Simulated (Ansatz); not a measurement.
# Band-structure calculation, with input and output: HfO2 (part 2 of 4)

Continued. System: HfO2 (slab, 12 atoms in the cell). Method: DFT PBE, spin-orbit coupling, plane waves, PAW (Ansatz 0.2.0); cutoff 420 eV, 9×9×1 k-mesh, Gaussian smearing of 0.05 eV. It belongs to a series of runs on one base structure; here: bands of the relaxed slab with spin-orbit coupling.

Geometry of the input (Å; fractional positions):
```
3.6046  0.0000  0.0000
-1.8023  3.1216  0.0000
0.0000  0.0000  26.0367
O  0.6667  0.3333  0.2697
O  0.0000  0.0000  0.3337
Hf 0.6667  0.3333  0.3411
O  0.3333  0.6667  0.3927
O  0.6667  0.3333  0.4603
Hf 0.3333  0.6667  0.4666
O  0.0000  0.0000  0.5181
O  0.3333  0.6667  0.5856
Hf 0.0000  0.0000  0.5920
O  0.6667  0.3333  0.6446
O  0.0000  0.0000  0.7340
Hf 0.6667  0.3333  0.7182
```

The program's output, continued:
```
SCF iter   1: F=—  HF=-67533.546835 eV  |F-HF|=—  |Δ(HF+E_count)|=         —  Δρ=1.41e-1  dr2=1.23e2  dr2_m=0.00e0 (ungated)  ethr=3.10e-3  |M|=0.00e0 ∫|m|=0.00e0 μB  |m|>n=0.0e0 m-floor=0.0e0 τ_xc=0.0e0  β_m=0.30  p=-0.000 e·Å  D=-6.05e-6 V/Å  ΔV_dip=0.00 eV  dr2_dipole=5.96e1  V_vac-E_F(+/−)=8.51/8.51 eV  ⟨swp⟩=6.1  Hψ=12050  notcnv=0  defer=252
efield: sawtooth ramp at fractional position 0.9818 (placed from the atoms, in the widest stretch of the axis that holds none; the zero of the levels goes with the place), width 0.0400; the density the first Hamiltonian is built on has a dipole p = -0.000 e·Å; the dipole correction subtracts the counter field D = -6.05e-6 V/Å, which shifts the + side's vacuum level by +0.00 eV against the − side's; the planar-averaged density in the ramp window peaks in size at 6.3e-6 e/Å³
preconditioner: auto → Resta (q_TF=auto, 2.446 Å⁻¹)  ε∞=2.8  [insulator: Δε(μ)=5.101 eV  Ē_g=19.655 eV  σ=0.050 eV  W_gap=1.00  n_scr=86 (ndim 8)  ℏωp=26.0 eV  f_vac=0.454  D(μ)=0.00/eV (n_scr^D=0)  ε∞_Penn≈2.8  vacuum switching on, ρ_ref=2.8e-2 e/Å³]
spin=Noncollinear: Resta preconditioning applied to the charge; magnetization (m_x, m_y, m_z) channels mix plain (no charge-response kernel on spin).
SCF iter   2: F=—  HF=-67719.042788 eV  |F-HF|=—  |Δ(HF+E_count)|=    1.85e2  Δρ=4.38e-1  dr2=1.70e4  dr2_m=0.00e0 (ungated)  ethr=3.10e-3  |M|=0.00e0 ∫|m|=0.00e0 μB  |m|>n=0.0e0 m-floor=0.0e0 τ_xc=0.0e0  β_m=0.06  p=1.772 e·Å  D=1.09e0 V/Å  ΔV_dip=-28.49 eV  dr2_dipole=1.65e4  V_vac-E_F(+/−)=-6.54/21.96 eV  ⟨swp⟩=14.4  Hψ=10972  notcnv=0  defer=650  recentre
preconditioner: auto → LDOS  [metal: Δε(μ)=0.001 eV  Ē_g=19.346 eV  σ=0.050 eV  W_gap=0.01  n_scr=86 (ndim 8)  ℏωp=25.3 eV  f_vac=0.459  D(μ)=72.03/eV (n_scr^D=1458)  β→1.0]
spin=Noncollinear: LDOS preconditioning applied to the charge; magnetization (m_x, m_y, m_z) channels mix plain (no charge-response kernel on spin).
SCF iter   3: F=—  HF=-67530.899014 eV  |F-HF|=—  |Δ(HF+E_count)|=    1.88e2  Δρ=1.30e-1  dr2=1.14e2  dr2_m=0.00e0 (ungated)  ethr=3.10e-3  |M|=0.00e0 ∫|m|=0.00e0 μB  |m|>n=0.0e0 m-floor=0.0e0 τ_xc=0.0e0  β_m=0.04  p=0.011 e·Å  D=6.56e-3 V/Å  ΔV_dip=-0.17 eV  dr2_dipole=5.88e1  V_vac-E_F(+/−)=8.32/8.49 eV  ⟨swp⟩=4.8  Hψ=5722  notcnv=0  defer=576
SCF iter   4: F=—  HF=-67526.848391 eV  |F-HF|=—  |Δ(HF+E_count)|=    4.05e0  Δρ=1.19e-1  dr2=1.02e2  dr2_m=0.00e0 (ungated)  ethr=3.10e-3  |M|=0.00e0 ∫|m|=0.00e0 μB  |m|>n=0.0e0 m-floor=0.0e0 τ_xc=0.0e0  β_m=0.05  p=0.084 e·Å  D=5.17e-2 V/Å  ΔV_dip=-1.35 eV  dr2_dipole=5.53e1  V_vac-E_F(+/−)=7.91/9.25 eV  ⟨swp⟩=2.0  Hψ=2976  notcnv=0  defer=638
SCF iter   5: F=—  HF=-67521.175832 eV  |F-HF|=—  |Δ(HF+E_count)|=    5.67e0  Δρ=1.02e-1  dr2=8.44e1  dr2_m=0.00e0 (ungated)  ethr=3.10e-3  |M|=0.00e0 ∫|m|=0.00e0 μB  |m|>n=0.0e0 m-floor=0.0e0 τ_xc=0.0e0  β_m=0.09  p=0.208 e·Å  D=1.29e-1 V/Å  ΔV_dip=-3.35 eV  dr2_dipole=4.99e1  V_vac-E_F(+/−)=7.01/10.37 eV  ⟨swp⟩=2.3  Hψ=3017  notcnv=0  defer=640
SCF iter   6: F=—  HF=-67528.354028 eV  |F-HF|=—  |Δ(HF+E_count)|=    7.18e0  Δρ=1.74e-1  dr2=1.19e3  dr2_m=0.00e0 (ungated)  ethr=3.10e-3  |M|=0.00e0 ∫|m|=0.00e0 μB  |m|>n=0.0e0 m-floor=0.0e0 τ_xc=0.0e0  β_m=0.06  p=0.552 e·Å  D=3.41e-1 V/Å  ΔV_dip=-8.88 eV  dr2_dipole=1.01e3  V_vac-E_F(+/−)=4.09/13.00 eV  ⟨swp⟩=4.4  Hψ=4586  notcnv=0  defer=656  recentre
SCF iter   7: F=—  HF=-67540.355930 eV  |F-HF|=—  |Δ(HF+E_count)|=    1.20e1  Δρ=1.94e-1  dr2=2.23e3  dr2_m=0.00e0 (ungated)  ethr=3.10e-3  |M|=0.00e0 ∫|m|=0.00e0 μB  |m|>n=0.0e0 m-floor=0.0e0 τ_xc=0.0e0  β_m=0.05  p=0.672 e·Å  D=4.15e-1 V/Å  ΔV_dip=-10.81 eV  dr2_dipole=1.95e3  V_vac-E_F(+/−)=3.32/14.16 eV  ⟨swp⟩=4.2  Hψ=3207  notcnv=0  defer=630
SCF iter   8: F=—  HF=-67526.408420 eV  |F-HF|=—  |Δ(HF+E_count)|=    1.39e1  Δρ=1.65e-1  dr2=1.18e3  dr2_m=0.00e0 (ungated)  ethr=3.10e-3  |M|=0.00e0 ∫|m|=0.00e0 μB  |m|>n=0.0e0 m-floor=0.0e0 τ_xc=0.0e0  β_m=0.04  p=0.555 e·Å  D=3.43e-1 V/Å  ΔV_dip=-8.93 eV  dr2_dipole=1.00e3  V_vac-E_F(+/−)=3.78/12.72 eV  ⟨swp⟩=2.7  Hψ=3262  notcnv=0  defer=630
SCF iter   9: F=—  HF=-67514.001039 eV  |F-HF|=—  |Δ(HF+E_count)|=    1.24e1  Δρ=3.55e-2  dr2=5.23e1  dr2_m=0.00e0 (ungated)  ethr=3.10e-3  |M|=0.00e0 ∫|m|=0.00e0 μB  |m|>n=0.0e0 m-floor=0.0e0 τ_xc=0.0e0  β_m=0.04  p=0.357 e·Å  D=2.20e-1 V/Å  ΔV_dip=-5.74 eV  dr2_dipole=3.14e1  V_vac-E_F(+/−)=4.67/10.40 eV  ⟨swp⟩=2.2  Hψ=4211  notcnv=0  defer=629
SCF iter  10: F=—  HF=-67523.263056 eV  |F-HF|=—  |Δ(HF+E_count)|=    9.26e0  Δρ=1.63e-1  dr2=1.17e3  dr2_m=0.00e0 (ungated)  ethr=3.10e-3  |M|=0.00e0 ∫|m|=0.00e0 μB  |m|>n=0.0e0 m-floor=0.0e0 τ_xc=0.0e0  β_m=0.04  p=0.523 e·Å  D=3.23e-1 V/Å  ΔV_dip=-8.41 eV  dr2_dipole=9.92e2  V_vac-E_F(+/−)=3.70/12.12 eV  ⟨swp⟩=3.0  Hψ=3846  notcnv=0  defer=633  recentre
SCF iter  11: F=—  HF=-67516.763072 eV  |F-HF|=—  |Δ(HF+E_count)|=    6.50e0  Δρ=1.10e-1  dr2=5.17e2  dr2_m=0.00e0 (ungated)  ethr=3.10e-3  |M|=0.00e0 ∫|m|=0.00e0 μB  |m|>n=0.0e0 m-floor=0.0e0 τ_xc=0.0e0  β_m=0.03  p=0.436 e·Å  D=2.69e-1 V/Å  ΔV_dip=-7.02 eV  dr2_dipole=4.20e2  V_vac-E_F(+/−)=4.23/11.25 eV  ⟨swp⟩=2.0  Hψ=3003  notcnv=0  defer=628
SCF iter  12: F=—  HF=-67512.512059 eV  |F-HF|=—  |Δ(HF+E_count)|=    4.25e0  Δρ=2.27e-2  dr2=5.01e0  dr2_m=0.00e0 (ungated)  ethr=3.10e-3  |M|=0.00e0 ∫|m|=0.00e0 μB  |m|>n=0.0e0 m-floor=0.0e0 τ_xc=0.0e0  β_m=0.04  p=0.290 e·Å  D=1.79e-1 V/Å  ΔV_dip=-4.66 eV  dr2_dipole=4.50e0  V_vac-E_F(+/−)=5.59/10.25 eV  ⟨swp⟩=2.9  Hψ=3312  notcnv=0  defer=632
SCF iter  13: F=—  HF=-67512.673733 eV  |F-HF|=—  |Δ(HF+E_count)|=   1.62e-1  Δρ=3.63e-2  dr2=3.22e1  dr2_m=0.00e0 (ungated)  ethr=3.10e-3  |M|=0.00e0 ∫|m|=0.00e0 μB  |m|>n=0.0e0 m-floor=0.0e0 τ_xc=0.0e0  β_m=0.06  p=0.343 e·Å  D=2.12e-1 V/Å  ΔV_dip=-5.52 eV  dr2_dipole=2.28e1  V_vac-E_F(+/−)=4.77/10.29 eV  ⟨swp⟩=1.3  Hψ=2996  notcnv=0  defer=630  recentre
SCF iter  14: F=—  HF=-67512.350539 eV  |F-HF|=—  |Δ(HF+E_count)|=   3.23e-1  Δρ=2.04e-2  dr2=4.27e0  dr2_m=0.00e0 (ungated)  ethr=3.10e-3  |M|=0.00e0 ∫|m|=0.00e0 μB  |m|>n=0.0e0 m-floor=0.0e0 τ_xc=0.0e0  β_m=0.08  p=0.334 e·Å  D=2.06e-1 V/Å  ΔV_dip=-5.37 eV  dr2_dipole=3.63e0  V_vac-E_F(+/−)=4.60/9.96 eV  ⟨swp⟩=2.4  Hψ=2324  notcnv=0  defer=628
SCF iter  15: F=—  HF=-67512.301353 eV  |F-HF|=—  |Δ(HF+E_count)|=   4.92e-2  Δρ=2.17e-2  dr2=4.54e0  dr2_m=0.00e0 (ungated)  ethr=2.81e-3  |M|=0.00e0 ∫|m|=0.00e0 μB  |m|>n=0.0e0 m-floor=0.0e0 τ_xc=0.0e0  β_m=0.03  p=0.354 e·Å  D=2.19e-1 V/Å  ΔV_dip=-5.70 eV  dr2_dipole=2.34e0  V_vac-E_F(+/−)=4.39/10.09 eV  ⟨swp⟩=1.7  Hψ=3028  notcnv=0  defer=630
SCF iter  16: F=—  HF=-67512.244732 eV  |F-HF|=—  |Δ(HF+E_count)|=   5.66e-2  Δρ=1.47e-2  dr2=2.63e0  dr2_m=0.00e0 (ungated)  ethr=2.81e-3  |M|=0.00e0 ∫|m|=0.00e0 μB  |m|>n=0.0e0 m-floor=0.0e0 τ_xc=0.0e0  β_m=0.05  p=0.365 e·Å  D=2.25e-1 V/Å  ΔV_dip=-5.86 eV  dr2_dipole=2.32e0  V_vac-E_F(+/−)=4.11/9.97 eV  ⟨swp⟩=1.5  Hψ=1929  notcnv=0  defer=630
SCF iter  17: F=—  HF=-67512.189770 eV  |F-HF|=—  |Δ(HF+E_count)|=   5.50e-2  Δρ=1.13e-2  dr2=3.33e-1  dr2_m=0.00e0 (ungated)  ethr=1.73e-3  |M|=0.00e0 ∫|m|=0.00e0 μB  |m|>n=0.0e0 m-floor=0.0e0 τ_xc=0.0e0  β_m=0.18  p=0.394 e·Å  D=2.43e-1 V/Å  ΔV_dip=-6.34 eV  dr2_dipole=1.51e-3  V_vac-E_F(+/−)=3.63/9.96 eV  ⟨swp⟩=1.7  Hψ=3149  notcnv=0  defer=632
SCF iter  18: F=—  HF=-67512.164346 eV  |F-HF|=—  |Δ(HF+E_count)|=   2.54e-2  Δρ=8.11e-3  dr2=3.02e-1  dr2_m=0.00e0 (ungated)  ethr=2.19e-4  |M|=0.00e0 ∫|m|=0.00e0 μB  |m|>n=0.0e0 m-floor=0.0e0 τ_xc=0.0e0  β_m=0.33  p=0.418 e·Å  D=2.58e-1 V/Å  ΔV_dip=-6.73 eV  dr2_dipole=6.21e-2  V_vac-E_F(+/−)=3.19/9.92 eV  ⟨swp⟩=2.4  Hψ=2542  notcnv=0  defer=632
SCF iter  19: F=—  HF=-67512.152554 eV  |F-HF|=—  |Δ(HF+E_count)|=   1.18e-2  Δρ=4.40e-3  dr2=4.78e-1  dr2_m=0.00e0 (ungated)  ethr=1.99e-4  |M|=0.00e0 ∫|m|=0.00e0 μB  |m|>n=0.0e0 m-floor=0.0e0 τ_xc=0.0e0  β_m=0.38  p=0.441 e·Å  D=2.73e-1 V/Å  ΔV_dip=-7.10 eV  dr2_dipole=4.08e-1  V_vac-E_F(+/−)=2.70/9.80 eV  ⟨swp⟩=2.3  Hψ=2008  notcnv=0  defer=632  recentre
SCF iter  20: F=—  HF=-67512.148533 eV  |F-HF|=—  |Δ(HF+E_count)|=   4.02e-3  Δρ=4.85e-3  dr2=7.51e-2  dr2_m=0.00e0 (ungated)  ethr=1.99e-4  |M|=0.00e0 ∫|m|=0.00e0 μB  |m|>n=0.0e0 m-floor=0.0e0 τ_xc=0.0e0  β_m=0.47  p=0.437 e·Å  D=2.70e-1 V/Å  ΔV_dip=-7.03 eV  dr2_dipole=4.50e-3  V_vac-E_F(+/−)=2.81/9.84 eV  ⟨swp⟩=1.8  Hψ=2072  notcnv=0  defer=632
SCF iter  21: F=—  HF=-67512.143128 eV  |F-HF|=—  |Δ(HF+E_count)|=   5.41e-3  Δρ=2.00e-3  dr2=3.30e-2  dr2_m=0.00e0 (ungated)  ethr=4.94e-5  |M|=0.00e0 ∫|m|=0.00e0 μB  |m|>n=0.0e0 m-floor=0.0e0 τ_xc=0.0e0  β_m=0.42  p=0.456 e·Å  D=2.82e-1 V/Å  ΔV_dip=-7.34 eV  dr2_dipole=2.15e-2  V_vac-E_F(+/−)=2.42/9.76 eV  ⟨swp⟩=2.5  Hψ=3356  notcnv=0  defer=632
SCF iter  22: F=—  HF=-67512.142553 eV  |F-HF|=—  |Δ(HF+E_count)|=   5.75e-4  Δρ=6.39e-4  dr2=1.43e-3  dr2_m=0.00e0 (ungated)  ethr=2.17e-5  |M|=0.00e0 ∫|m|=0.00e0 μB  |m|>n=0.0e0 m-floor=0.0e0 τ_xc=0.0e0  β_m=0.45  p=0.459 e·Å  D=2.83e-1 V/Å  ΔV_dip=-7.38 eV  dr2_dipole=5.64e-4  V_vac-E_F(+/−)=2.35/9.73 eV  ⟨swp⟩=2.0  Hψ=2360  notcnv=0  defer=632
SCF iter  23: F=—  HF=-67512.142668 eV  |F-HF|=—  |Δ(HF+E_count)|=   1.15e-4  Δρ=4.61e-4  dr2=1.51e-3  dr2_m=0.00e0 (ungated)  ethr=9.39e-7  |M|=0.00e0 ∫|m|=0.00e0 μB  |m|>n=0.0e0 m-floor=0.0e0 τ_xc=0.0e0  β_m=0.45  p=0.457 e·Å  D=2.82e-1 V/Å  ΔV_dip=-7.35 eV  dr2_dipole=1.16e-3  V_vac-E_F(+/−)=2.38/9.73 eV  ⟨swp⟩=3.0  Hψ=3763  notcnv=0  defer=632
SCF iter  24: F=—  HF=-67512.142751 eV  |F-HF|=—  |Δ(HF+E_count)|=   8.26e-5  Δρ=2.81e-4  dr2=5.01e-4  dr2_m=0.00e0 (ungated)  ethr=9.39e-7  |M|=0.00e0 ∫|m|=0.00e0 μB  |m|>n=0.0e0 m-floor=0.0e0 τ_xc=0.0e0  β_m=0.59  p=0.456 e·Å  D=2.81e-1 V/Å  ΔV_dip=-7.33 eV  dr2_dipole=3.43e-4  V_vac-E_F(+/−)=2.40/9.72 eV  ⟨swp⟩=2.0  Hψ=2137  notcnv=0  defer=632
SCF iter  25: F=—  HF=-67512.142820 eV  |F-HF|=—  |Δ(HF+E_count)|=   6.90e-5  Δρ=1.14e-4  dr2=4.22e-5  dr2_m=0.00e0 (ungated)  ethr=3.30e-7  |M|=0.00e0 ∫|m|=0.00e0 μB  |m|>n=0.0e0 m-floor=0.0e0 τ_xc=0.0e0  β_m=0.57  p=0.455 e·Å  D=2.81e-1 V/Å  ΔV_dip=-7.32 eV  dr2_dipole=1.38e-7  V_vac-E_F(+/−)=2.41/9.72 eV  ⟨swp⟩=2.0  Hψ=2403  notcnv=0  defer=632
SCF iter  26: F=—  HF=-67512.142941 eV  |F-HF|=—  |Δ(HF+E_count)|=   1.21e-4  Δρ=6.37e-5  dr2=3.95e-5  dr2_m=0.00e0 (ungated)  ethr=2.77e-8  |M|=0.00e0 ∫|m|=0.00e0 μB  |m|>n=0.0e0 m-floor=0.0e0 τ_xc=0.0e0  β_m=0.57  p=0.455 e·Å  D=2.81e-1 V/Å  ΔV_dip=-7.31 eV  dr2_dipole=1.88e-5  V_vac-E_F(+/−)=2.41/9.72 eV  ⟨swp⟩=2.0  Hψ=3641  notcnv=0  defer=632
SCF iter  27: F=—  HF=-67512.142943 eV  |F-HF|=—  |Δ(HF+E_count)|=   2.57e-6  Δρ=5.71e-5  dr2=1.28e-5  dr2_m=0.00e0 (ungated)  ethr=2.60e-8  |M|=0.00e0 ∫|m|=0.00e0 μB  |m|>n=0.0e0 m-floor=0.0e0 τ_xc=0.0e0  β_m=0.48  p=0.455 e·Å  D=2.81e-1 V/Å  ΔV_dip=-7.32 eV  dr2_dipole=1.31e-6  V_vac-E_F(+/−)=2.41/9.72 eV  ⟨swp⟩=2.0  Hψ=3065  notcnv=0  defer=632
SCF iter  28: F=—  HF=-67512.142945 eV  |F-HF|=—  |Δ(HF+E_count)|=   1.96e-6  Δρ=2.79e-5  dr2=3.92e-6  dr2_m=0.00e0 (ungated)  ethr=8.43e-9  |M|=0.00e0 ∫|m|=0.00e0 μB  |m|>n=0.0e0 m-floor=0.0e0 τ_xc=0.0e0  β_m=0.54  p=0.455 e·Å  D=2.81e-1 V/Å  ΔV_dip=-7.32 eV  dr2_dipole=2.22e-7  V_vac-E_F(+/−)=2.41/9.72 eV  ⟨swp⟩=2.5  Hψ=2976  notcnv=0  defer=632
SCF iter  29: F=—  HF=-67512.142946 eV  |F-HF|=—  |Δ(HF+E_count)|=   1.09e-6  Δρ=2.02e-5  dr2=1.62e-6  dr2_m=0.00e0 (ungated)  ethr=2.58e-9  |M|=0.00e0 ∫|m|=0.00e0 μB  |m|>n=0.0e0 m-floor=0.0e0 τ_xc=0.0e0  β_m=0.62  p=0.455 e·Å  D=2.81e-1 V/Å  ΔV_dip=-7.32 eV  dr2_dipole=1.58e-7  V_vac-E_F(+/−)=2.41/9.72 eV  ⟨swp⟩=2.2  Hψ=2504  notcnv=0  defer=632
SCF iter  30: F=—  HF=-67512.142947 eV  |F-HF|=—  |Δ(HF+E_count)|=   1.03e-6  Δρ=1.43e-5  dr2=9.24e-7  dr2_m=0.00e0 (ungated)  ethr=1.06e-9  |M|=0.00e0 ∫|m|=0.00e0 μB  |m|>n=0.0e0 m-floor=0.0e0 τ_xc=0.0e0  β_m=0.54  p=0.455 e·Å  D=2.81e-1 V/Å  ΔV_dip=-7.32 eV  dr2_dipole=2.66e-7  V_vac-E_F(+/−)=2.41/9.72 eV  ⟨swp⟩=2.0  Hψ=2862  notcnv=0  defer=632
SCF iter  31: F=—  HF=-67512.142948 eV  |F-HF|=—  |Δ(HF+E_count)|=   4.80e-7  Δρ=1.01e-5  dr2=3.00e-7  dr2_m=0.00e0 (ungated)  ethr=6.08e-10  |M|=0.00e0 ∫|m|=0.00e0 μB  |m|>n=0.0e0 m-floor=0.0e0 τ_xc=0.0e0  β_m=0.77  p=0.455 e·Å  D=2.81e-1 V/Å  ΔV_dip=-7.31 eV  dr2_dipole=6.95e-9  V_vac-E_F(+/−)=2.41/9.72 eV  ⟨swp⟩=2.1  Hψ=2563  notcnv=0  defer=632
SCF iter  32: F=—  HF=-67512.142948 eV  |F-HF|=—  |Δ(HF+E_count)|=   2.47e-7  Δρ=7.93e-6  dr2=1.99e-7  dr2_m=0.00e0 (ungated)  ethr=1.97e-10  |M|=0.00e0 ∫|m|=0.00e0 μB  |m|>n=0.0e0 m-floor=0.0e0 τ_xc=0.0e0  β_m=0.66  p=0.455 e·Å  D=2.81e-1 V/Å  ΔV_dip=-7.31 eV  dr2_dipole=5.93e-9  V_vac-E_F(+/−)=2.41/9.72 eV  ⟨swp⟩=2.0  Hψ=3335  notcnv=0  defer=632
SCF iter  33: F=—  HF=-67512.142948 eV  |F-HF|=—  |Δ(HF+E_count)|=   6.80e-8  Δρ=6.06e-6  dr2=1.05e-7  dr2_m=0.00e0 (ungated)  ethr=1.31e-10  |M|=0.00e0 ∫|m|=0.00e0 μB  |m|>n=0.0e0 m-floor=0.0e0 τ_xc=0.0e0  β_m=0.53  p=0.455 e·Å  D=2.81e-1 V/Å  ΔV_dip=-7.31 eV  dr2_dipole=1.21e-9  V_vac-E_F(+/−)=2.41/9.72 eV  ⟨swp⟩=2.0  Hψ=3339  notcnv=0  defer=632
SCF iter  34: F=-67512.142948 eV  HF=-67512.142948 eV  |F-HF|=6.78e-8  |Δ(HF+E_count)|=   2.84e-7  Δρ=2.13e-6  dr2=1.35e-8  dr2_m=0.00e0 (ungated)  ethr=6.58e-11  |M|=0.00e0 ∫|m|=0.00e0 μB  |m|>n=0.0e0 m-floor=0.0e0 τ_xc=0.0e0  p=0.455 e·Å  D=2.81e-1 V/Å  ΔV_dip=-7.31 eV  dr2_dipole=1.75e-12  V_vac-E_F(+/−)=2.41/9.72 eV  ⟨swp⟩=25.5  Hψ=27245  notcnv=0
WARN: efield: at this solve's end the planar-averaged density reaches 2.07e-5 e/Å³ inside the ramp window [0.9434, 0.0603] (bound 1e-5 e/Å³); the window's nearer edge stands 5.45 Å from this solve's nearest atom along the axis. Its work functions, free energy, forces, stress, dipole, levels and responses can be off, and this figure does not tell by how much. A short vacuum, a low `basis.ecutwfc` or `basis.ecutrho_ratio` and negative occupations (`scf.occupations.method`) can put density there. See the manual's quickstart, § The vacuum guard
SCF 1 converged in 34 iterations: F = -67512.142948 eV  dr2 = 1.35e-8
  greatest PAW one-centre occupation: 0.999 electrons in one spin orbital (limit 2), on the Hf atom at site 8 (counted from 0), in its partial waves of l = 0
```

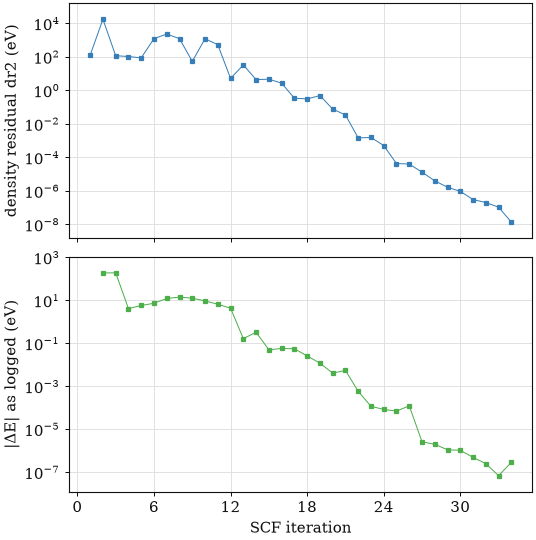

**Figure 1.** Convergence of the self-consistent field: density residual dr2 and size of the energy change against the SCF iteration. The residual falls unevenly and jumps up by a factor of two or more 4 times on the way down.
